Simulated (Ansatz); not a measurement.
## Ru: geometry relaxation (part 3 of 3)

Ru (slab, 16 atoms in the cell); DFT PBE+D3(BJ), scalar-relativistic, plane waves, PAW, no spin polarisation (Ansatz 0.2.0); cutoff 420 eV, 6×7×1 k-mesh, Gaussian smearing of 0.1 eV. The structure derives from an entry of the Crystallography Open Database. The input holds or restrains some coordinates.

Geometry of the input (Å; fractional positions):
```
5.3952  0.0000  0.0000
0.0000  4.2658  0.0000
0.0000  0.0000  24.7873
Ru 0.5000  0.7500  0.3429
Ru 0.0000  0.7500  0.3429
Ru 0.7500  0.2500  0.3743
Ru 0.2500  0.2500  0.3743
Ru 0.7500  0.7500  0.4372
Ru 0.2500  0.7500  0.4372
Ru 0.0000  0.2500  0.4686
Ru 0.5000  0.2500  0.4686
Ru 0.0000  0.7500  0.5314
Ru 0.5000  0.7500  0.5314
Ru 0.2500  0.2500  0.5628
Ru 0.7500  0.2500  0.5628
Ru 0.2500  0.7500  0.6257
Ru 0.7500  0.7500  0.6257
Ru 0.5000  0.2500  0.6571
Ru 0.0000  0.2500  0.6571
```

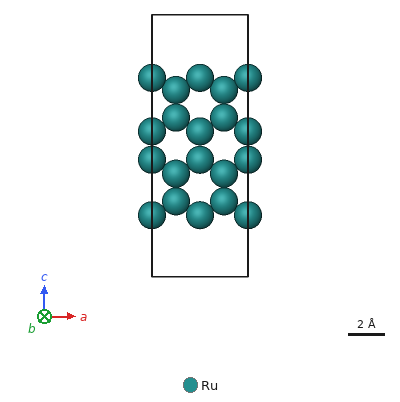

The geometry at step 4 of the log (spheres-only view of the cell of the calculation, with the vacuum cut short, along the b axis).

Key numbers:

| quantity | value |
| --- | --- |
| outcome | converged under the restraints of the input |
| electrons treated | 256 |
| free energy | −94057.8842 eV |
| work function, top face | 4.78 eV |
| work function, bottom face | 4.77 eV |
| Fermi energy | 6.080 eV |
| gap on the k-point mesh | none (metallic) |
| final volume | 570.48 Å³ |
| work function (upper face) | 4.78 eV |
| largest force (length of the vector) at the end, held atoms and coordinates included | 0.895 eV/Å |
| wall time | 3.1 min (CPU time 12 min) |
| peak memory | 2.4 GiB |

Remarks:

The program warns: the exchange-correlation potential is rough where the density is thin.
